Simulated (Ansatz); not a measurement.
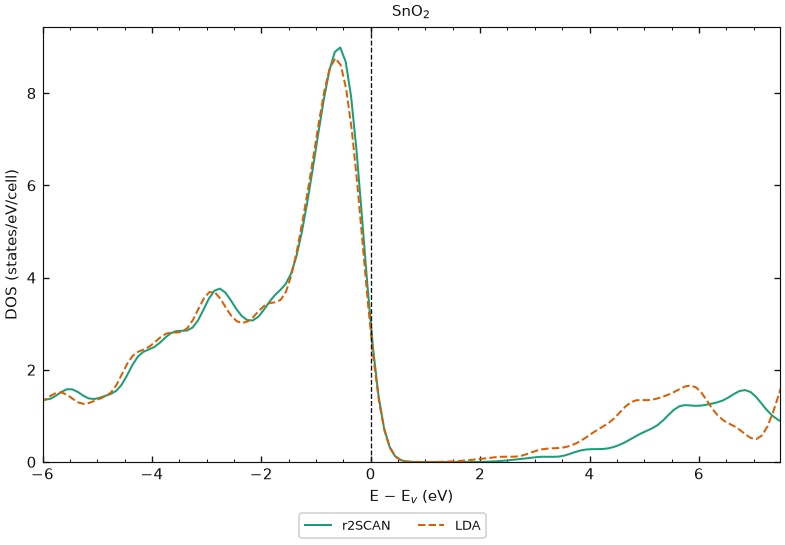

Total densities of states of SnO₂, space group I4_1/amd (No. 141), 6 atoms in the primitive cell (a = 4.000 Å, c = 10.247 Å (tetragonal axes)), by two methods on the same cell. The DOS curves are built from the levels of the k mesh with Gaussians 0.55 eV wide, which also blur the band edges; ripples of that width can come from the mesh. Each is counted from its own valence-band top.

Q: How do the methods compare?

A: r2SCAN gives a gap of 2.27 eV and LDA gives a gap of 1.49 eV.

Settings. r2SCAN: Ansatz PAW, no spin polarisation, no spin-orbit coupling, 9×9×9 k mesh, 500 eV cutoff, Fermi-Dirac smearing of 0.05 eV (Ansatz 0.2.0). LDA: Ansatz PAW, no spin polarisation, no spin-orbit coupling, 9×9×9 k mesh, 420 eV cutoff, Fermi-Dirac smearing of 0.05 eV (Ansatz).

Gaps are the smallest over all k points computed. The cell is at −4 GPa in LDA and −1 GPa in r2SCAN. The PAW data sets were made with another functional. LDA, GGA and most meta-GGA functionals understate gaps. The usual form of SnO2 is rutile.
